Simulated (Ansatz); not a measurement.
## Run report: ZnS, single-point calculation

- system: ZnS (Cmc2₁, 8 atoms in the cell)
- method: DFT PBE, scalar-relativistic, plane waves, PAW, no spin polarisation (Ansatz 0.2.0)

The structure derives from an entry of the Crystallography Open Database. It belongs to a series of runs on one base structure; here: mode 4 (55.7 1/cm) frozen in, largest displacement -0.060 A. Figures and captions count atoms from 1; the log counts them from 0 in places.

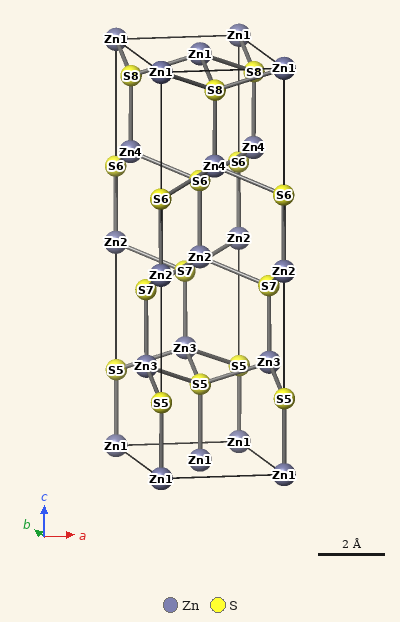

**Figure 1.** The input geometry (ball-and-stick view of the cell 2 times as large as that of the calculation, set on its symmetry axes, seen slightly off an axis; atoms are numbered from 1 in the order of the input). An atom can appear more than once, as a periodic image.

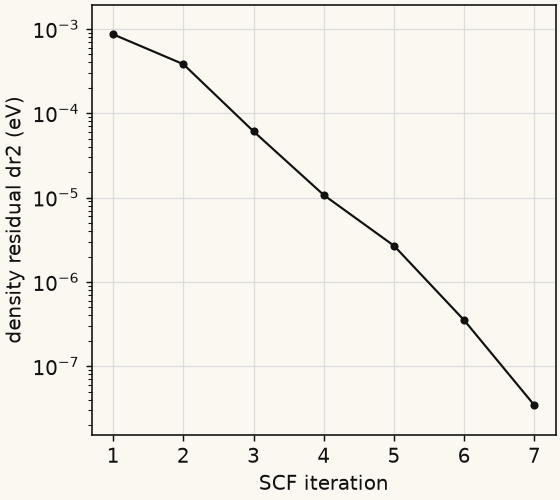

**Figure 2.** Convergence of the self-consistent field: density residual dr2 against the SCF iteration. The residual falls at every step.

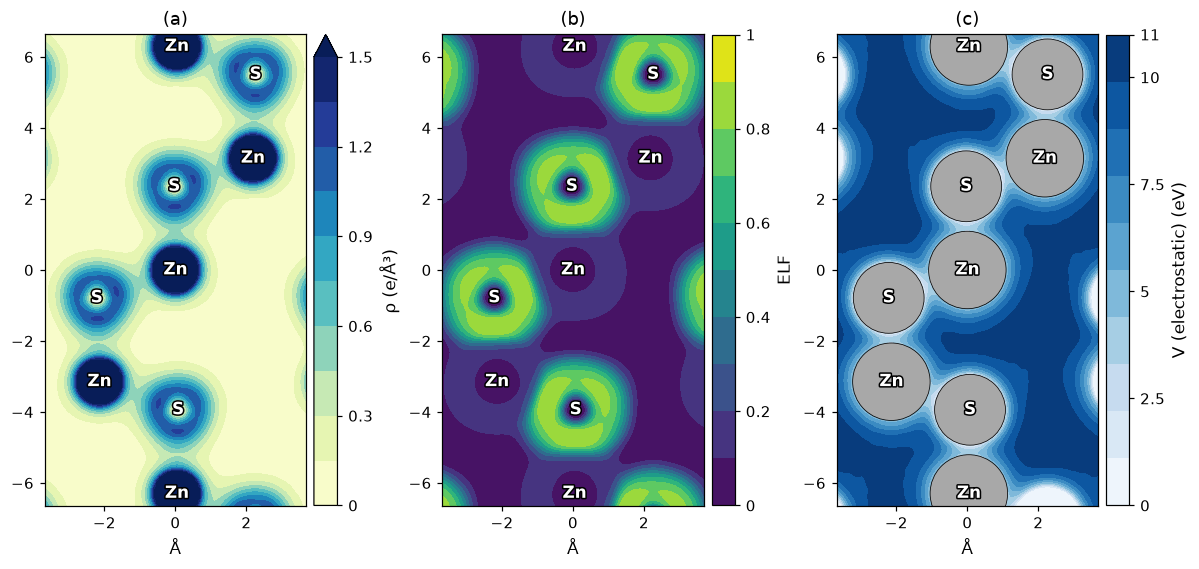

**Figure 3.** (a) valence electron density; (b) electron localisation function; (c) electrostatic potential energy of an electron on the (100) plane of the conventional cell. Grey discs, where drawn, cover atomic cores. Atoms in the plane: Zn and S. Zn–S (2.35 Å): ρ at the midpoint is about 0.5 e/Å³; the ELF is about 0.55 at the midpoint. The density dies away to nearly zero in the voids. Outside the cores the potential energy rises away from the atoms and is highest about 2.3 Å from the nearest atoms; outside the discs it spans about 10 eV, and its zero is arbitrary. Core electrons are frozen (PAW), so the fields are smoothed inside the atomic spheres.

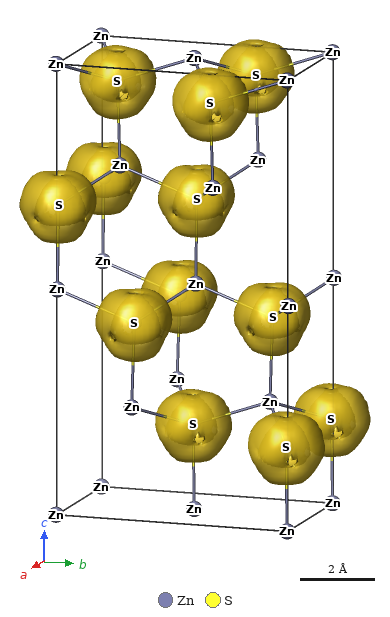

**Figure 4.** Isosurface of the electron localisation function at 0.8 (yellow), seen slightly off an axis. Only the valence region is drawn (cores and ρ < 0.01 e/Å³ removed). Sticks mark near contacts. The outline is the cell set on symmetry axes. Along the contacts the grid gives the following. Zn–S (2.35 Å): the ELF is about 0.55 at the midpoint.

The input that produced these results follows, with the program's output.

### Input
```yaml
crystal:
  lattice:
    - [3.8467234474, 0.0, 0.0]
    - [-1.9233617237, 3.3313602268, 0.0]
    - [0.0, 0.0, 12.5902250312]
  atoms:
    - { symbol: Zn, position: [-0.0031764741, -0.0063529483, 5.03475e-05] }
    - { symbol: Zn, position: [0.0031764741, 0.0063529483, 0.5000503475] }
    - { symbol: Zn, position: [0.3243280028, 0.6486560056, 0.2500245131] }
    - { symbol: Zn, position: [0.6756719972, 0.3513439944, 0.7500245131] }
    - { symbol: S, position: [-0.0081192567, -0.0162385133, 0.187289698] }
    - { symbol: S, position: [0.0081192567, 0.0162385133, 0.687289698] }
    - { symbol: S, position: [0.3356987178, 0.6713974357, 0.4376354414] }
    - { symbol: S, position: [0.6643012822, 0.3286025643, 0.9376354414] }
basis:
  ecutwfc: 420
kpoints:
  mp_grid: { grid: [12, 12, 2] }
hamiltonian:
  xc: pbe
scf:
  occupations: { method: gaussian, width: 0.05 }
output:
  forces: true
  stress: true
  eigenvalues: true
  write_density: true
  write_potential: true
  elf: true
  volumetric_format: npy
```

Launched with:
```bash
ansatz run input.yaml --threads 2 --pin off --max-ram 5120MiB --backend cpu --events-out ev --progress --plain --runs-dir out
```

### Log
```
Engine: ansatz 0.2.0, aarch64-unknown-linux-gnu
Pseudopotentials: kind: paw
Pseudopotential: Zn, paw, valence charge 12, recommended cutoff 420 eV (normal), Zn.paw.azcp
Pseudopotential: S, paw, valence charge 6, recommended cutoff 420 eV (normal), S.paw.azcp
Functional definition: PBE
  parameter kappa = 0.804
  parameter beta = 0.06672455060314922
  exchange = pbe_x(kappa = kappa, mu = beta*pi^2/3)
  correlation = pbe_c(beta = beta)
Crystal: 8 atoms, lattice volume = 161.341 Å³
Basis set: ecut = 420 eV, 3139 PW (Γ), exchange–correlation on 54×54×180 points (8 copies of the dense FFT grid, shifted against one another)
Bands: 44, of which v1, the nominal top of the filled ones, is band 36 counted from 1 (35 counted from 0)
Symmetry: 4 space group operations
Space group: Cmc21 (ITA 36), of the structure as read, at distance tolerance 5.4e-5 Å
k-points: 86 of 288
Non-local potential: Zn, projectors of the file, l = 0: 2, l = 1: 2, l = 2: 3, l = 3: 1
Non-local potential: S, projectors of the file, l = 0: 2, l = 1: 2, l = 2: 2
PAW form: soft (Blöchl's): semilocal exchange-correlation on the pseudo side does not see the compensation charge
PAW one-centre angular grid: Zn, 590 points (default); XC on 64 Gauss nodes
PAW one-centre angular grid: S, 110 points (default); XC on 64 Gauss nodes
Initial density: superposition of atomic densities (neutral atoms: chi_scale 0, normalization atom), corrected by the library's trained network
Initial wavefunctions: pseudopotential atomic-orbital guess
Functional: x = pbe(κ = 0.804, μ = 0.2195149727645171), c = pbe(β = 0.06672455060314922)
SCF iter   1: F=—  HF=-16890.920889 eV  |F-HF|=—  |Δ(HF+E_count)|=         —  Δρ=6.00e-4  dr2=8.61e-4  ethr=1.77e-3  ⟨swp⟩=8.5  Hψ=16477  notcnv=0
preconditioner: auto → Resta (q_TF=auto, 2.385 Å⁻¹)  ε∞=6.5  [insulator: Δε(μ)=2.035 eV  Ē_g=10.531 eV  σ=0.050 eV  W_gap=1.00  n_scr=38 (ndim 8)  ℏωp=24.8 eV  f_vac=0.036  D(μ)=0.00/eV (n_scr^D=0)  ε∞_Penn≈6.5]
SCF iter   2: F=—  HF=-16890.922473 eV  |F-HF|=—  |Δ(HF+E_count)|=   1.58e-3  Δρ=5.02e-4  dr2=3.81e-4  ethr=1.20e-6  ⟨swp⟩=3.3  Hψ=9257  notcnv=0
SCF iter   3: F=—  HF=-16890.922573 eV  |F-HF|=—  |Δ(HF+E_count)|=   1.00e-4  Δρ=2.11e-4  dr2=6.08e-5  ethr=5.30e-7  ⟨swp⟩=2.0  Hψ=6305  notcnv=0
SCF iter   4: F=—  HF=-16890.922506 eV  |F-HF|=—  |Δ(HF+E_count)|=   6.69e-5  Δρ=7.83e-5  dr2=1.07e-5  ethr=8.44e-8  ⟨swp⟩=2.0  Hψ=6470  notcnv=0
SCF iter   5: F=—  HF=-16890.922506 eV  |F-HF|=—  |Δ(HF+E_count)|=   6.78e-8  Δρ=3.23e-5  dr2=2.68e-6  ethr=1.49e-8  ⟨swp⟩=2.0  Hψ=4581  notcnv=0
SCF iter   6: F=—  HF=-16890.922508 eV  |F-HF|=—  |Δ(HF+E_count)|=   1.63e-6  Δρ=1.31e-5  dr2=3.50e-7  ethr=3.72e-9  ⟨swp⟩=2.6  Hψ=6562  notcnv=0
SCF iter   7: F=-16890.922508 eV  HF=-16890.922508 eV  |F-HF|=2.74e-8  |Δ(HF+E_count)|=   2.12e-7  Δρ=5.38e-6  dr2=3.44e-8  ethr=1.39e-10  ⟨swp⟩=13.2  Hψ=28736  notcnv=0
SCF 1 converged in 7 iterations: F = -16890.922508 eV  dr2 = 3.44e-8
  greatest PAW one-centre occupation: 0.984 electrons in one spin orbital (limit 2), on the Zn atom at site 1 (counted from 0), in its partial waves of l = 2
SCF converged after 7 iterations
Free energy (F): -16890.922508 eV
Harris-Foulkes:  -16890.922508 eV  (|F-HF|=2.74e-8)
Internal energy: -16890.922508 eV  (E = F + TS)
E sigma→0 (E₀):  -16890.922508 eV
Fermi energy:    6.537649 eV
--- Per-component energies (eV) ---
  E_band       = 5.270949
  E_kinetic    = 951.231413
  E_local      = -8227.005558  (includes V_loc(G=0)·N_el)
  E_nonlocal   = 2571.756513
  E_hartree    = 3438.598289
  E_xc         = -936.426953
  E_vxc        = -556.639676  (∫ρ·V_xc dr)
  E_paw        = -9715.150177  (= ΣΔE_a)
  E_vpaw       = -1611.266041  (= ΣTr[D̂ρ^β])
  E_aug_tail   = -0.001404  (compensation charges beyond the density's cutoff)
  E_ewald      = -4973.924631
  E_smearing   = -0.000000  (= −TS)
  E_closure    = -0.000000  (closes the sum)
  Σ components = -16890.922508   (vs F -16890.922508, Δ=0.00e0)
--- Forces (eV/Å), atoms counted from 1 ---
  atom   1  Zn     0.00000000     0.01658476     0.00452438
  atom   2  Zn     0.00000000    -0.01658476     0.00452438
  atom   3  Zn     0.00000000     0.04533170     0.00592093
  atom   4  Zn     0.00000000    -0.04533170     0.00592093
  atom   5  S      0.00000000     0.01945968    -0.00345915
  atom   6  S      0.00000000    -0.01945968    -0.00345915
  atom   7  S      0.00000000    -0.00435528    -0.00698457
  atom   8  S      0.00000000     0.00435528    -0.00698457
  max |Σ_I F_I| component: 3.18e-6 eV/Å
--- Stress (GPa, compression-positive) ---
        0.008412       0.000000       0.000000
        0.000000       0.030100       0.000000
        0.000000       0.000000      -0.014160
  P = ⅓ Tr σ = 0.0081 GPa (0.081 kbar)
--- Band table (eV; the first three rows and the last of 86) ---
  k-point 0: bands = ["-7.4912", "-7.0897", "-7.0789", "-6.6013", "-0.7421", "-0.7416", "-0.7316", "-0.7056", "-0.6998", "-0.6968", "-0.6891", "-0.6819", "-0.6719", "-0.6424", "-0.6411", "-0.2908", "-0.2856", "-0.2825", "-0.2802", "-0.2543", "-0.2534", "-0.2418", "-0.2348", "-0.0789", "0.3556", "2.7091", "2.7299", "4.6572", "4.6773", "5.0533", "5.0563", "5.0584", "5.0812", "5.4768", "5.5037", "5.5171", "7.5582", "8.6644", "8.8381", "9.0705", "11.7975", "11.8956", "11.9699", "12.1393"]
  k-point 1: bands = ["-7.3783", "-7.3783", "-6.7527", "-6.7527", "-0.7423", "-0.7423", "-0.7257", "-0.7257", "-0.7193", "-0.7193", "-0.6553", "-0.6553", "-0.6537", "-0.6537", "-0.4824", "-0.4824", "-0.2866", "-0.2866", "-0.2826", "-0.2826", "-0.2483", "-0.2483", "-0.2433", "-0.2433", "1.2416", "1.2416", "4.3820", "4.3820", "4.7711", "4.7711", "4.7878", "4.7878", "5.3659", "5.3659", "5.3788", "5.3788", "8.4123", "8.4123", "8.7830", "8.7830", "11.7742", "11.7742", "11.9680", "11.9680"]
  k-point 2: bands = ["-7.4459", "-7.0522", "-7.0414", "-6.5759", "-0.7441", "-0.7359", "-0.7224", "-0.7140", "-0.7092", "-0.6885", "-0.6731", "-0.6623", "-0.6607", "-0.6345", "-0.6290", "-0.2991", "-0.2919", "-0.2797", "-0.2748", "-0.2610", "-0.2552", "-0.2527", "-0.2387", "-0.0609", "0.4235", "2.6942", "2.7155", "4.2931", "4.5664", "4.7415", "4.7560", "4.9753", "4.9925", "5.0601", "5.4199", "5.4606", "7.9848", "9.0154", "9.1602", "9.4021", "11.5868", "11.7469", "11.9007", "11.9266"]
  k-point 85: bands = ["-6.5781", "-6.5781", "-6.3440", "-6.3440", "-0.6666", "-0.6666", "-0.6159", "-0.6159", "-0.5520", "-0.5520", "-0.5072", "-0.5072", "-0.4486", "-0.4486", "-0.3960", "-0.3960", "-0.2826", "-0.2826", "-0.2485", "-0.2485", "-0.1863", "-0.1863", "0.0289", "0.0289", "1.0050", "1.0050", "1.4749", "1.4749", "2.8119", "2.8119", "3.1095", "3.1095", "3.5264", "3.5264", "4.3933", "4.3933", "10.0620", "10.0620", "10.3918", "10.3918", "11.4010", "11.4010", "11.7912", "11.7912"]
```

### Key numbers

```tsv
quantity	value
outcome	converged
space group (tolerance 0.01 Å)	Cmc2₁ (36)
electrons treated	72
free energy	−16890.9225 eV
Fermi energy	6.538 eV
gap on the k-point mesh	2.04 eV
pressure	0.01 GPa
largest force (length of the vector)	0.046 eV/Å
hardware	2 threads of Arm Neoverse V1, 24 GiB of memory available, shared host
wall time	45 s (CPU time 89 s)
peak memory	0.67 GiB
```
